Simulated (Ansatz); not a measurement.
Consider this structure.

```
Al N Ga
1.0
     3.14041    0.00000    0.00000
    -1.57021    2.71968    0.00000
     0.00000    0.00000   23.08848
Al N Ga
4 9 5
Direct
  0.00000 0.00000 0.00373
  0.33333 0.66667 0.11245
  0.66667 0.33333 0.22115
  0.00000 0.00000 0.32965
  0.00000 0.00000 0.08578
  0.33333 0.66667 0.19447
  0.66667 0.33333 0.30317
  0.00000 0.00000 0.41120
  0.33333 0.66667 0.52473
  0.66667 0.33333 0.63780
  0.00000 0.00000 0.75089
  0.33333 0.66667 0.86395
  0.66667 0.33333 0.97778
  0.33333 0.66667 0.44051
  0.66667 0.33333 0.55351
  0.00000 0.00000 0.66660
  0.33333 0.66667 0.77968
  0.66667 0.33333 0.89296
```

Say what kind of structure these coordinates give.

Answer. Its composition is Al₄Ga₅N₉. Space group P3m1 (No. 156), lattice primitive hexagonal. Cell content 4 Al, 5 Ga, 9 N; Z = 1. Each Al atom is coordinated by four N in a tetrahedral arrangement at 1.88 to 1.91 Å. The Ga atoms are each bonded to four N in a tetrahedral arrangement at 1.93 to 1.96 Å. Coordination numbers (contacts within bonding distance): N 4. The bonds build a three-dimensional framework.

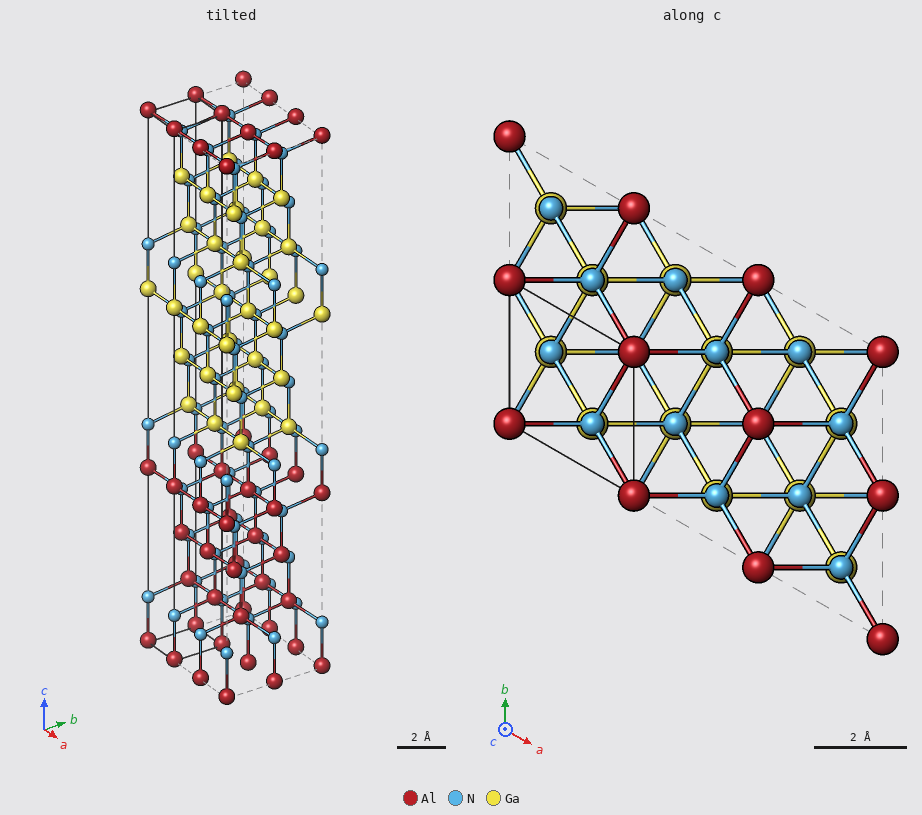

The crystal in a ball-and-stick representation, seen slightly off an axis and along the c axis. The structure is repeated 3×2×1 times; solid lines mark one conventional unit cell. Colours: aluminium red, gallium yellow, nitrogen blue.

It goes back to a structure listed in the Materials Project. Relaxation method: DFT r2SCAN, scalar-relativistic, plane waves, PAW in Ansatz.
